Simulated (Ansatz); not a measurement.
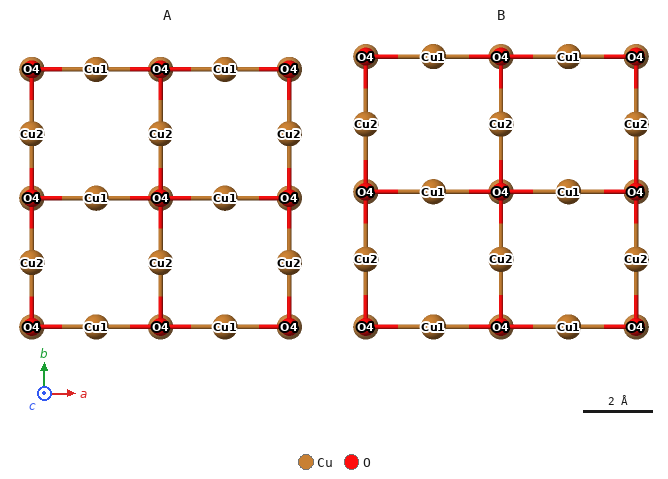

Two geometries of crystalline Cu3O (a generated structure, set up in Pm-3m) (coarse preliminary run), drawn at one scale. One is the start of a relaxation, the other its converged end. Style: ball-and-stick. Shown: the cell of the calculation, repeated 2 × 2 × 1 with one cell outlined, along the c axis.

Method: DFT PBE, scalar-relativistic, plane waves, PAW (Ansatz 0.2.0). Set-up: plane-wave cutoff 420 eV; k-point mesh 4 × 4 × 4; occupations gaussian; smearing width 0.1 eV; collinear spin; cell and atoms relaxed; force threshold 0.04 eV/Å; at most 70 steps.

Q: Which of the two is the end point?

A: Structure B is the relaxed one. The energy falls by 75.2 meV per atom in 4 accepted moves (6 points after the start). All forces vanish by symmetry, so only the cell relaxes. Pressure: 14.07 GPa at the start and 0.01 GPa at the end. At 2 points the geometry stayed and the basis and grid were re-selected for the new cell (energy shift of 6.3 meV per atom at most each time). No atom moves by more than 0.005 Å relative to the cell. The drawn cell changes as follows: a = b = c 3.782 → 3.970 Å (+5.0 %); the volume changes by +15.7 %. Some distances before and after: Cu–O 1.891 → 1.985 Å. The space group stays Pm-3m (No. 221). The program noted that the starting moments weren't kept. The run took 96 s on 1 thread of AMD EPYC (Zen 3), with other jobs on the host, peak memory 0.4 GiB.

Limits of the set-up: the k-point mesh is coarse for a cell with partly filled bands.
